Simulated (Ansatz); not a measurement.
## BaTiO₃: single-point calculation (part 2 of 2)

Continued. System: BaTiO₃ (Pm-3m, 40 atoms in the cell). Method: DFT PBE, scalar-relativistic, plane waves, PAW, no spin polarisation (Ansatz 0.2.0); cutoff 420 eV, 2×2×2 k-mesh, Gaussian smearing of 0.05 eV. The structure derives from an entry of the Crystallography Open Database.

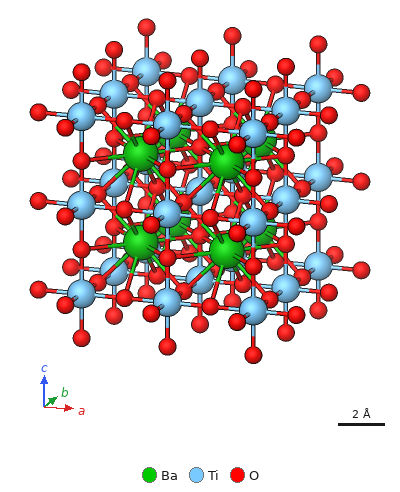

The input geometry (ball-and-stick view of the cell of the calculation, seen slightly off an axis; bonded neighbours outside the cell are drawn too). An atom can appear more than once, as a periodic image.

## The program's output, continued
```
  k-point 0: bands = ["-46.3106", "-46.3098", "-46.3098", "-46.3098", "-46.3089", "-46.3089", "-46.3089", "-46.3081", "-22.5791", "-22.5791", "-22.5791", "-22.5758", "-22.5758", "-22.5758", "-22.5758", "-22.5758", "-22.5758", "-22.5733", "-22.5733", "-22.5733", "-22.5285", "-22.5285", "-22.5285", "-22.5264", "-22.5264", "-22.5264", "-22.5264", "-22.5264", "-22.5264", "-22.5245", "-22.5245", "-22.5245", "-14.3702", "-14.2499", "-14.2499", "-14.2499", "-14.1729", "-14.1729", "-14.1729", "-14.1065",
      "-6.7907", "-6.7907", "-6.7907", "-6.5659", "-6.2157", "-6.2157", "-6.2157", "-5.8961", "-5.8961", "-5.8638", "-5.8638", "-5.8638", "-5.8310", "-5.8310", "-5.8310", "-5.8310", "-5.8310", "-5.8310", "-5.6602", "-5.6602", "-5.6602", "-5.5968", "-5.5968", "-5.5968", "-0.2768", "-0.2768", "-0.2768", "0.3983", "0.3983", "0.3983", "0.3983", "0.3983", "0.3983", "0.4367", "0.4367", "0.4367", "0.6078", "0.6078", "0.6078", "0.6078",
      "0.6078", "0.6078", "0.8185", "0.8185", "0.8185", "0.8463", "0.8463", "0.8463", "5.8300", "6.0137", "6.0137", "6.0137", "6.2932", "6.2932", "6.2932", "6.3138", "6.3138", "6.3138", "6.4549", "6.4549", "6.4549", "6.4709", "6.4709", "7.5513", "7.5513", "7.5513", "7.5513", "7.5513", "7.5513", "7.6412", "7.6412", "7.6412", "7.6412", "7.6412", "7.6412", "7.9292", "7.9292", "7.9292", "8.0075", "8.0075",
      "8.0075", "8.3764", "8.3764", "8.3764", "8.4178", "8.4178", "8.4178", "8.4632", "8.4632", "8.4632", "8.4632", "8.4632", "8.4632", "8.5787", "8.5787", "8.5787", "9.1657", "9.1657", "9.1657", "9.4369", "9.4369", "9.4369", "9.4369", "9.4369", "9.4369", "9.5977", "9.5977", "9.5977", "9.5977", "9.5977", "9.5977", "10.1620", "10.1620", "10.1620", "10.2218", "10.2218", "10.2218", "10.2705", "10.2705", "10.2705",
      "12.0578", "12.0578", "12.0578", "12.1840", "12.1840", "12.1840", "13.7716", "13.7716", "13.7716", "13.7716", "13.7716", "13.7716", "13.7902", "13.7902", "13.7902", "13.7902", "13.7902", "13.7902", "14.2020", "14.2020", "14.2068", "14.2068", "14.2068", "14.2079", "14.2079", "14.2079"]
  k-point 1: bands = ["-46.3102", "-46.3102", "-46.3094", "-46.3094", "-46.3094", "-46.3094", "-46.3085", "-46.3085", "-22.5775", "-22.5775", "-22.5775", "-22.5775", "-22.5746", "-22.5746", "-22.5746", "-22.5746", "-22.5539", "-22.5539", "-22.5512", "-22.5512", "-22.5512", "-22.5512", "-22.5490", "-22.5490", "-22.5275", "-22.5275", "-22.5275", "-22.5275", "-22.5254", "-22.5254", "-22.5254", "-22.5254", "-14.3109", "-14.3109", "-14.2118", "-14.2118", "-14.2118", "-14.2118", "-14.1400", "-14.1400",
      "-6.6368", "-6.6368", "-6.5323", "-6.5323", "-6.5323", "-6.5323", "-5.9484", "-5.9484", "-5.8800", "-5.8800", "-5.8252", "-5.8252", "-5.8252", "-5.8252", "-5.8012", "-5.8012", "-5.7484", "-5.7484", "-5.7484", "-5.7484", "-5.7128", "-5.7128", "-5.7128", "-5.7128", "0.0500", "0.0500", "0.0500", "0.0500", "0.2126", "0.2126", "0.4905", "0.4905", "0.4905", "0.4905", "0.5200", "0.5200", "0.5200", "0.5200", "0.6100", "0.6100",
      "0.6100", "0.6100", "0.6436", "0.6436", "0.7098", "0.7098", "0.7098", "0.7098", "6.0054", "6.0054", "6.2268", "6.2268", "6.2268", "6.2268", "6.4630", "6.4630", "6.9209", "6.9209", "6.9209", "6.9209", "7.1043", "7.1043", "7.1043", "7.1043", "7.1410", "7.1410", "7.1701", "7.1701", "7.3096", "7.3096", "7.5874", "7.5874", "7.5874", "7.5874", "7.8291", "7.8291", "7.8291", "7.8291", "7.8463", "7.8463",
      "7.8463", "7.8463", "8.0394", "8.0394", "8.0394", "8.0394", "8.6968", "8.6968", "8.6968", "8.6968", "8.7601", "8.7601", "8.9359", "8.9359", "8.9359", "8.9359", "9.0124", "9.0124", "9.0124", "9.0124", "9.0777", "9.0777", "9.1961", "9.1961", "9.1961", "9.1961", "9.7674", "9.7674", "9.7674", "9.7674", "9.8005", "9.8005", "9.8005", "9.8005", "9.8354", "9.8354", "9.8354", "9.8354", "10.2462", "10.2462",
      "12.1197", "12.1197", "13.0027", "13.0027", "13.0027", "13.0027", "13.0544", "13.0544", "13.0544", "13.0544", "13.7802", "13.7802", "13.7802", "13.7802", "13.9041", "13.9041", "13.9041", "13.9041", "14.0920", "14.0920", "14.0920", "14.0920", "14.2045", "14.2045", "14.3229", "14.3229"]
  k-point 2: bands = ["-46.3098", "-46.3098", "-46.3098", "-46.3098", "-46.3089", "-46.3089", "-46.3089", "-46.3089", "-22.5760", "-22.5760", "-22.5760", "-22.5760", "-22.5529", "-22.5529", "-22.5529", "-22.5529", "-22.5522", "-22.5522", "-22.5522", "-22.5522", "-22.5503", "-22.5503", "-22.5503", "-22.5503", "-22.5499", "-22.5499", "-22.5499", "-22.5499", "-22.5265", "-22.5265", "-22.5265", "-22.5265", "-14.2620", "-14.2620", "-14.2620", "-14.2620", "-14.1762", "-14.1762", "-14.1762", "-14.1762",
      "-6.5315", "-6.5315", "-6.5315", "-6.5315", "-6.2707", "-6.2707", "-6.2707", "-6.2707", "-5.8659", "-5.8659", "-5.8659", "-5.8659", "-5.8062", "-5.8062", "-5.8062", "-5.8062", "-5.7657", "-5.7657", "-5.7657", "-5.7657", "-5.7279", "-5.7279", "-5.7279", "-5.7279", "0.1350", "0.1350", "0.1350", "0.1350", "0.3177", "0.3177", "0.3177", "0.3177", "0.4204", "0.4204", "0.4204", "0.4204", "0.5816", "0.5816", "0.5816", "0.5816",
      "0.6122", "0.6122", "0.6122", "0.6122", "0.7153", "0.7153", "0.7153", "0.7153", "6.1928", "6.1928", "6.1928", "6.1928", "6.8304", "6.8304", "6.8304", "6.8304", "7.0352", "7.0352", "7.0352", "7.0352", "7.1265", "7.1265", "7.1265", "7.1265", "7.2293", "7.2293", "7.2293", "7.2293", "7.2843", "7.2843", "7.2843", "7.2843", "7.6329", "7.6329", "7.6329", "7.6329", "7.7898", "7.7898", "7.7898", "7.7898",
      "7.8860", "7.8860", "7.8860", "7.8860", "8.1502", "8.1502", "8.1502", "8.1502", "8.2496", "8.2496", "8.2496", "8.2496", "8.8186", "8.8186", "8.8186", "8.8186", "9.2744", "9.2744", "9.2744", "9.2744", "9.3577", "9.3577", "9.3577", "9.3577", "9.3944", "9.3944", "9.3944", "9.3944", "9.7024", "9.7024", "9.7024", "9.7024", "9.7879", "9.7879", "9.7879", "9.7879", "9.8189", "9.8189", "9.8189", "9.8189",
      "12.9596", "12.9596", "12.9596", "12.9596", "13.0939", "13.0939", "13.0939", "13.0939", "13.3472", "13.3472", "13.3472", "13.3472", "13.5553", "13.5553", "13.5553", "13.5553", "13.9881", "13.9881", "13.9881", "13.9881", "14.0065", "14.0065", "14.0065", "14.0065", "14.7666", "14.7666"]
  k-point 3: bands = ["-46.3094", "-46.3094", "-46.3094", "-46.3094", "-46.3094", "-46.3094", "-46.3094", "-46.3094", "-22.5519", "-22.5519", "-22.5519", "-22.5519", "-22.5519", "-22.5519", "-22.5519", "-22.5519", "-22.5510", "-22.5510", "-22.5510", "-22.5510", "-22.5510", "-22.5510", "-22.5510", "-22.5510", "-22.5510", "-22.5510", "-22.5510", "-22.5510", "-22.5510", "-22.5510", "-22.5510", "-22.5510", "-14.2196", "-14.2196", "-14.2196", "-14.2196", "-14.2196", "-14.2196", "-14.2196", "-14.2196",
      "-6.3575", "-6.3575", "-6.3575", "-6.3575", "-6.3575", "-6.3575", "-6.3575", "-6.3575", "-5.8167", "-5.8167", "-5.8167", "-5.8167", "-5.8167", "-5.8167", "-5.8167", "-5.8167", "-5.8167", "-5.8167", "-5.8167", "-5.8167", "-5.8167", "-5.8167", "-5.8167", "-5.8167", "0.2784", "0.2784", "0.2784", "0.2784", "0.2784", "0.2784", "0.2784", "0.2784", "0.2784", "0.2784", "0.2784", "0.2784", "0.2784", "0.2784", "0.2784", "0.2784",
      "0.8440", "0.8440", "0.8440", "0.8440", "0.8440", "0.8440", "0.8440", "0.8440", "6.6007", "6.6007", "6.6007", "6.6007", "6.6007", "6.6007", "6.6007", "6.6007", "7.2535", "7.2535", "7.2535", "7.2535", "7.2535", "7.2535", "7.2535", "7.2535", "7.2535", "7.2535", "7.2535", "7.2535", "7.2535", "7.2535", "7.2535", "7.2535", "7.7815", "7.7815", "7.7815", "7.7815", "7.7815", "7.7815", "7.7815", "7.7815",
      "7.9719", "7.9719", "7.9719", "7.9719", "7.9719", "7.9719", "7.9719", "7.9719", "7.9719", "7.9719", "7.9719", "7.9719", "7.9719", "7.9719", "7.9719", "7.9719", "9.5885", "9.5885", "9.5885", "9.5885", "9.5885", "9.5885", "9.5885", "9.5885", "9.5885", "9.5885", "9.5885", "9.5885", "9.5885", "9.5885", "9.5885", "9.5885", "9.6871", "9.6871", "9.6871", "9.6871", "9.6871", "9.6871", "9.6871", "9.6871",
      "13.4439", "13.4439", "13.4439", "13.4439", "13.4439", "13.4439", "13.4439", "13.4439", "13.4630", "13.4630", "13.4630", "13.4630", "13.4630", "13.4630", "13.4630", "13.4630", "13.4630", "13.4630", "13.4630", "13.4630", "13.4630", "13.4630", "13.4630", "13.4630", "16.1800", "16.1800"]
```

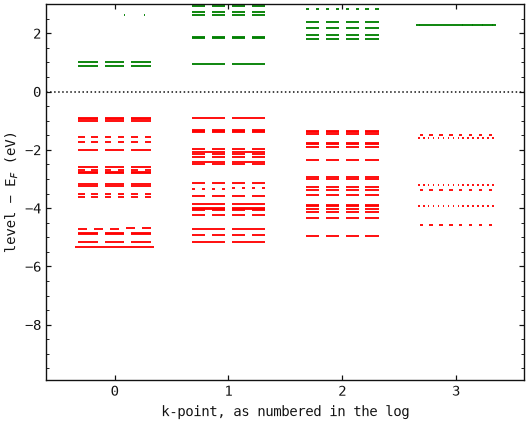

Kohn–Sham levels near the Fermi level (dotted) at the few k-points that the log prints; levels within 0.02 eV of each other stand side by side. Among these points the highest filled and lowest empty levels are 1.79 eV apart, which is the gap on the mesh.

## Results in brief

- outcome: converged
- space group (tolerance 0.01 Å): Pm-3m (221)
- electrons treated: 320
- free energy: −81276.3722 eV
- Fermi energy: 11.164 eV
- gap on the k-point mesh: 1.79 eV
- largest force (length of the vector): under 0.001 eV/Å
- hardware: 4 threads of Arm Neoverse V1, 24 GiB of memory available, shared host
- wall time: 7.1 s (CPU time 27 s)
- peak memory: 2.1 GiB
